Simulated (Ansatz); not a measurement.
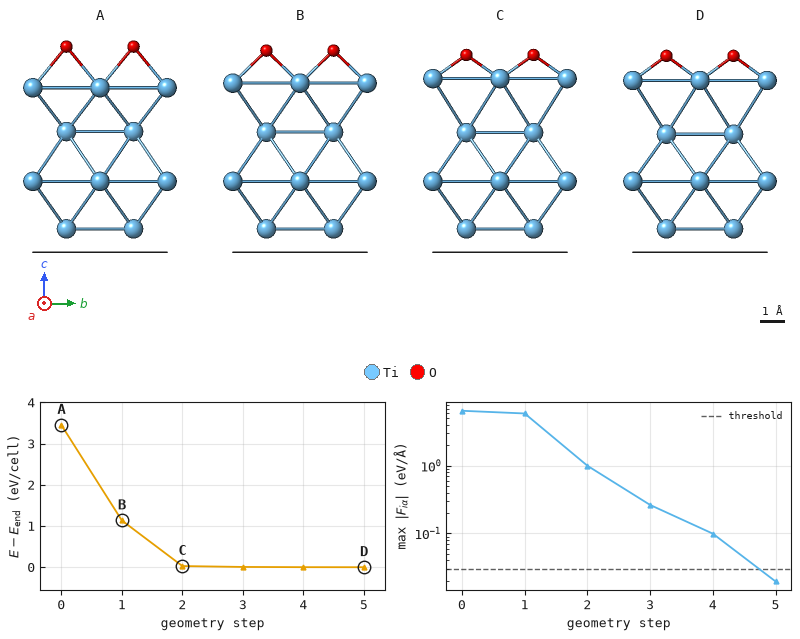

Frames of a constrained relaxation of a slab of composition Ti4O (cut from the Fm-3m phase), marked on the history of the run. The picture is a ball-and-stick view of the 2 × 2 repeat of the cell, outlined in the plane, without the vacuum, seen along the a axis.

Case: O put at a bridge Ti-Ti site. The slab is the (1 0 0) face of Ti with O on it. 2 atoms are held fixed.

These are results of DFT PBEsol, scalar-relativistic, plane waves, PAW (Ansatz 0.2.0), not measurements. (plane-wave cutoff 420 eV; k-point mesh 10 × 10 × 1; occupations gaussian; smearing width 0.1 eV; no spin polarisation; dipole correction; atoms relaxed in a fixed cell; force threshold 0.03 eV/Å; at most 70 steps)

What happens along the run?

Over 5 geometry steps the energy falls by 3.454 eV per cell of the calculation. The largest force component goes from 6.5 to 0.02 eV/Å. The atom that moves furthest is the O atom (0.40 Å along the normal (−c)). Largest moves by element: O 0.40 Å, Ti 0.31 Å. The lattice vectors keep their values. Among the contacts that change: O–Ti 2.270 → 1.778 Å, Ti–Ti 2.760 → 3.063 Å, Ti–Ti 2.940 → 2.859 Å. Among the angles between lasting bonds that change: Ti–O–Ti 78.3° → 107.5°. Cost: 2.6 min on 1 thread of Intel(R) Xeon(R) Platinum 8375C CPU @ 2.90GHz (Ice Lake) (shared host), peak memory 0.56 GiB. From step 0 to 1: a Ti atom moves most (0.20 Å), energy −2.319 eV per cell of the calculation. From step 1 to 2: a Ti atom moves most (0.20 Å), energy −1.107 eV per cell of the calculation. From step 2 to 5: a Ti atom moves most (0.08 Å), energy −28.1 meV per cell of the calculation.

```json
{"step": "0", "E − E(0), meV/atom": "0.00", "largest force component, eV/Å": "6.4824"}
{"step": "1", "E − E(0), meV/atom": "-463.74", "largest force component, eV/Å": "5.9136"}
{"step": "2", "E − E(0), meV/atom": "-685.09", "largest force component, eV/Å": "1.0005"}
{"step": "3", "E − E(0), meV/atom": "-689.40", "largest force component, eV/Å": "0.2639"}
{"step": "4", "E − E(0), meV/atom": "-690.48", "largest force component, eV/Å": "0.0995"}
{"step": "5", "E − E(0), meV/atom": "-690.72", "largest force component, eV/Å": "0.0196"}
```

Limits of the set-up: the periodic images lie only 2.9 Å apart, so the values are limited by the cell's size.
